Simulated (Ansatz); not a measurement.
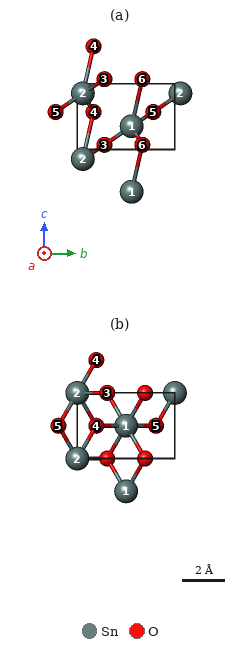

The structure of crystalline SnO₂ (set up in P1) before (top) and after (bottom) a relaxation, at one scale.

The picture is a ball-and-stick view of the cell of the calculation, seen along the a axis.

Case: all Sn atoms moved 0.8 Å in one direction; relaxed back.

Theory: DFT r2SCAN, scalar-relativistic, plane waves, PAW (Ansatz 0.2.0). Settings: plane-wave cutoff 500 eV; k-point mesh 6 × 6 × 8; occupations gaussian; smearing width 0.05 eV; no spin polarisation; cell and atoms relaxed; force threshold 0.01 eV/Å; at most 80 steps.

### What changed between the two?

The largest moves, 0.53 Å, are those of Sn1 and Sn2. Sn1 goes along [0 −1 3]. Largest moves by element: Sn 0.53 Å, O 0.27 Å. The cell stays as it was. Near-neighbour distances that change, for instance: Sn2–O5 2.808 → 2.066 Å, Sn1–O3 2.800 → 2.066 Å, Sn2–O4 1.389 → 2.066 Å, Sn1–O6 1.405 → 2.066 Å. New bonds form, among them: Sn1–O3 (2.80 → 2.07 Å), Sn2–O5 (2.81 → 2.07 Å). Bond angles that change, for instance: O3–Sn1–O6 140.9° → 180.0°, Sn1–O5–Sn2 161.3° → 129.2°, O5–Sn1–O6 122.1° → 90.0°. Within 0.06 Å the space group is Pc at the start and P4_2/mnm at the end; at a tighter tolerance small leftover displacements or strains of the cell lower it. The energy falls by 22.145 eV per cell of the calculation in 8 accepted moves (10 points after the start). The largest force component goes from 39 to 0.00035 eV/Å. Pressure: 124.23 GPa at the start and 0.01 GPa at the end. The SCF was repeated twice at an unchanged geometry on a basis and grid sized afresh for the cell, which shifted the energy by less than 0.05 meV per cell of the calculation at most.
